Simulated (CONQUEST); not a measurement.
# A series of single points on KF

System: KF (Pm-3m, 2 atoms in the cell).
Method: Kohn-Sham DFT of a periodic cell, PBE, PseudoDojo NC PBE, no spin polarisation (CONQUEST 1.3).

The 7 runs differ only in the geometry, by an even scaling of the cell at fixed fractional positions. The structure derives from a Materials Project entry.

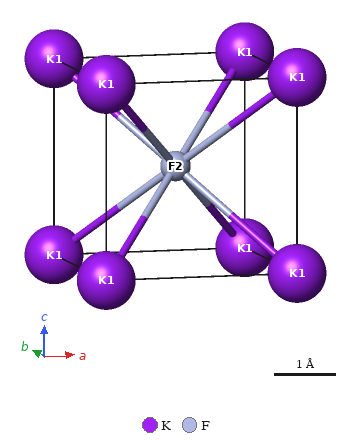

Figure 1. The structure of run 4 (ball-and-stick view of the cell of the calculation, seen slightly off an axis; atoms are numbered from 1 in the order of the input).

**Input of run 4**
```
IO.Title KF
IO.Coordinates coords.dat
IO.FractionalAtomicCoords T
IO.Iprint 2
IO.Iprint_init 1
General.NumberOfSpecies 2
General.PseudopotentialType hamann
AtomMove.TypeOfRun static
AtomMove.FullStress T
Grid.PointsAlongX 36
Grid.PointsAlongY 36
Grid.PointsAlongZ 36
DM.SolutionMethod diagon
Diag.MPMesh T
Diag.GammaCentred T
Diag.MPMeshX 8
Diag.MPMeshY 8
Diag.MPMeshZ 8
Diag.kT 0.00183747
minE.SCTolerance 1e-6
SC.MaxIters 100
IO.AtomChargeOutput T
%block ChemicalSpeciesLabel
1 39.100 K
2 19.000 F
%endblock
```

Command:
```bash
Conquest
```

Lattice vectors (Å) and fractional positions of run 4:
```
   3.258955    0.000000    0.000000
   0.000000    3.258955    0.000000
   0.000000    0.000000    3.258955
K   0.000000  0.000000  0.000000
F   0.500000  0.500000  0.500000
```

Run 6 has the same physical settings and fractional positions; its lattice vectors (Å) are:
```
   3.301841    0.000000    0.000000
   0.000000    3.301841    0.000000
   0.000000    0.000000    3.301841
```

**Results, with one run withheld**

```csv
run,volume per atom (Å³),"free energy per atom, from the lowest run given (meV)",pressure (GPa),gap on the mesh (eV)
1,16.268,2.02,1.49,6.65
2,16.614,0.15,0.33,6.49
3,16.960,0.00,−0.34,6.34
4,17.306,1.74,−1.24,6.20
5,17.652,4.70,−1.52,6.06
6,17.999,?,?,?
7,18.345,14.44,−2.72,5.80
```

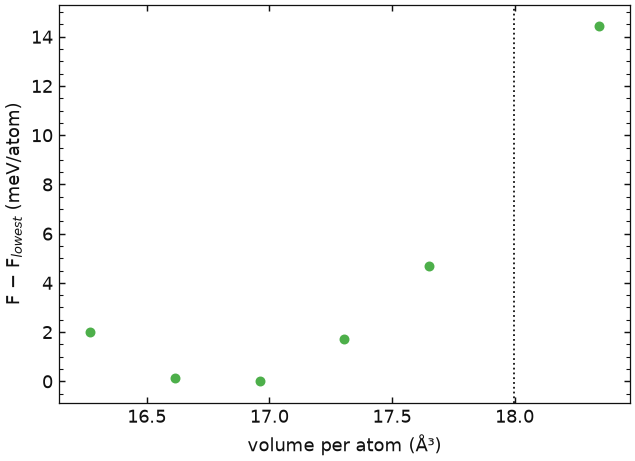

Figure 2. Free energy per atom of the runs given; the dotted line marks run 6.

What should run 6 give?

A cubic polynomial in V^(−2/3) (the Birch–Murnaghan form), fitted to the 6 runs given, misses them by at most 0.07 meV per atom. With x = V^(−2/3) − 0.15026 Å⁻², it reads F = 0.85719 − 877.5 x + 1.9315e+05 x² + 9.6395e+05 x³ (meV per atom). At run 6 it gives 9.04 meV per atom, and the run itself gives 8.73. The slope of the fit gives a pressure −dF/dV of −2.26 GPa there, and the run prints −2.25 GPa. The fit has its minimum at 16.793 Å³ per atom, where V d²F/dV² gives 39.4 GPa: the bulk modulus at this level, since symmetry fixes the shape and the positions. The gap on the mesh goes, without turning, from 6.65 eV in run 1 to 5.80 eV in run 7; run 6 has 5.93 eV. These are gaps of this functional on this mesh, which can miss the band edges; they aren't the measured gap.

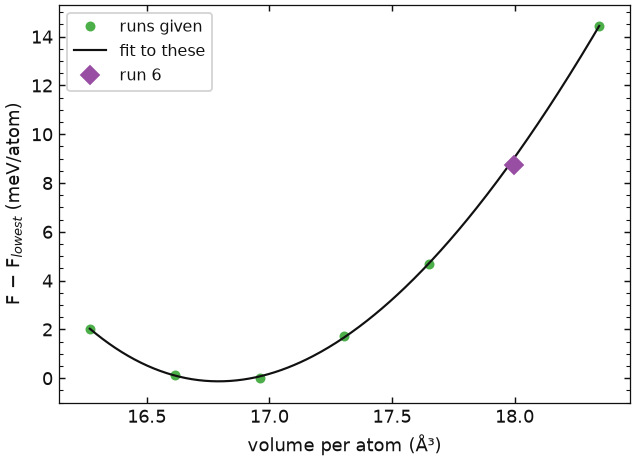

Figure 3. The fit and the withheld run.

**Some lines of the output (run 6)**
```
[...]
      Using Fermi-Dirac smearing
          DFT Total Energy                 :       -54.759069653886577 Ha
          DFT Total Energy                 :       -54.798509132645947 Ha
          DFT Total Energy                 :       -54.806953104219559 Ha
          DFT Total Energy                 :       -54.807043663238680 Ha
          DFT Total Energy                 :       -54.807112611089543 Ha
          DFT Total Energy                 :       -54.807124198373735 Ha
          DFT Total Energy                 :       -54.807124276920419 Ha
          DFT Total Energy                 :       -54.807124283538172 Ha
      |* DFT total energy        =       -54.807124283538172 Ha
    force: Average pressure:     -2.25231999 GPa
```

Notes: With a small basis of atomic orbitals these values can differ much from converged plane-wave results.
